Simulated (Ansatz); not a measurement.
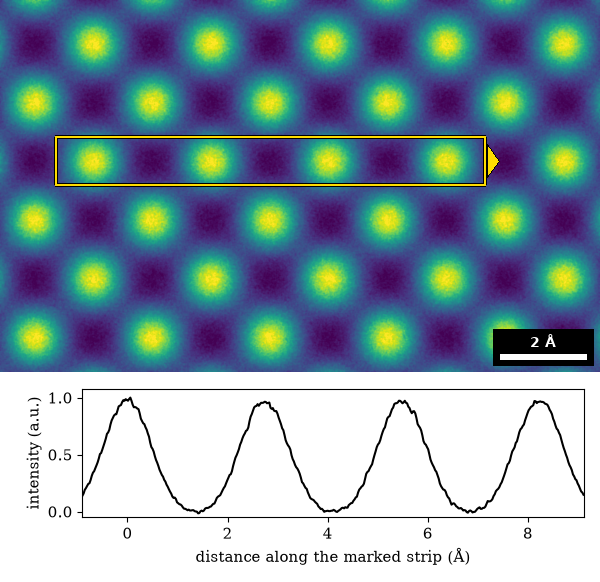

iDPC-like image of Ru (Fd-3m, No. 227) along [001]. Simulated as the projected potential of neutral atoms (B = 0.5 Å²) blurred by a 0.98 Å probe, the thin-sample limit of integrated differential phase contrast. Shot noise was added. Model: the geometry given to an electronic-structure calculation, possibly off equilibrium; the starting structure was generated, so it need not be a known form of this composition.

```cif
data_structure
_symmetry_space_group_name_H-M 'Fd-3m:1'
_symmetry_Int_Tables_number 227
_cell_length_a 5.4876
_cell_length_b 5.4876
_cell_length_c 5.4876
_cell_angle_alpha 90.000
_cell_angle_beta 90.000
_cell_angle_gamma 90.000
_cell_volume 165.25
loop_
_atom_site_label
_atom_site_type_symbol
_atom_site_symmetry_multiplicity
_atom_site_Wyckoff_symbol
_atom_site_fract_x
_atom_site_fract_y
_atom_site_fract_z
_atom_site_occupancy
Ru1 Ru 8 b 0.25000 0.25000 0.75000 1
```

The curve is the intensity along the marked strip, in the direction of its arrowhead, with zero distance at the first column. Brightness is counted from the darkest point of the image.

> Assign the peaks of the line profile.

```json
{"position (Å)": "0.0", "atoms per repeat along the beam": "1 Ru", "height (% of the highest)": "100"}
{"position (Å)": "2.7", "atoms per repeat along the beam": "1 Ru", "height (% of the highest)": "100"}
{"position (Å)": "5.5", "atoms per repeat along the beam": "1 Ru", "height (% of the highest)": "100"}
{"position (Å)": "8.2", "atoms per repeat along the beam": "1 Ru", "height (% of the highest)": "100"}
```
